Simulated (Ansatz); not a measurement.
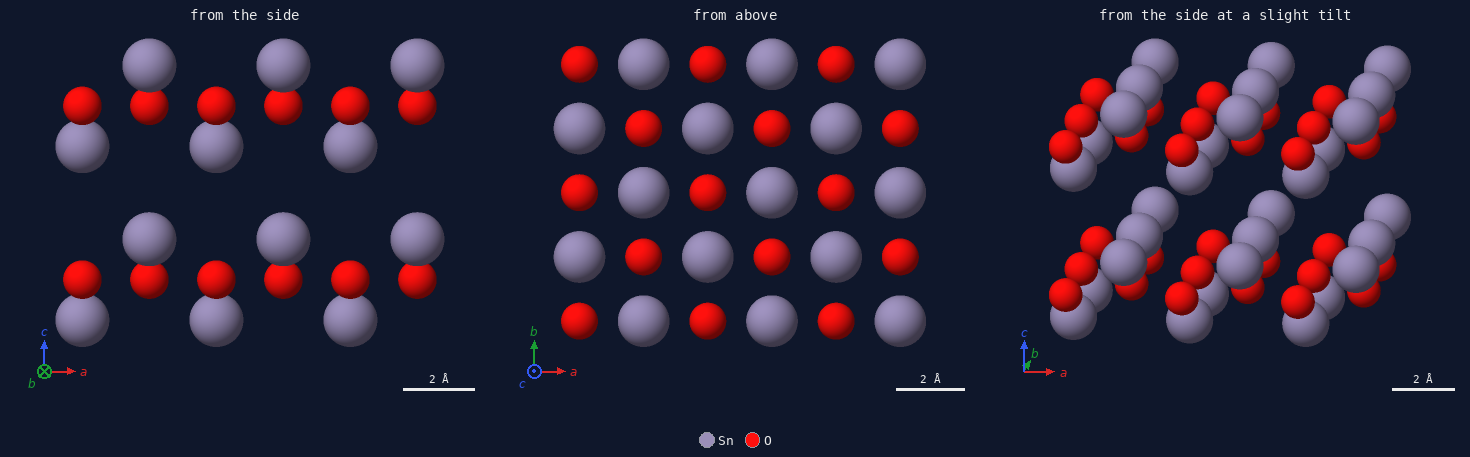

A spheres-only picture of a periodic slab, seen from the side, from above and from the side at a slight tilt. The surface normal points up in side views; the vacuum is left out. 3×2 cells are drawn in the plane, with atoms at the edges repeated.

The cell holds 4 Sn, 4 O.

### Which atoms form the outer planes?

The top face ends in Sn, the bottom face in Sn. The two faces are alike.

### What is its extent along the surface normal?

About 7 Å from the lowest to the highest atom.

### What is the stacking of atomic planes, top to bottom?

Six planes: Sn / O / Sn / Sn / O / Sn.

Starting structure: a structure listed in the Materials Project. The cell was then strained or its atoms displaced on purpose. Ansatz was used for an electronic-structure calculation on it.
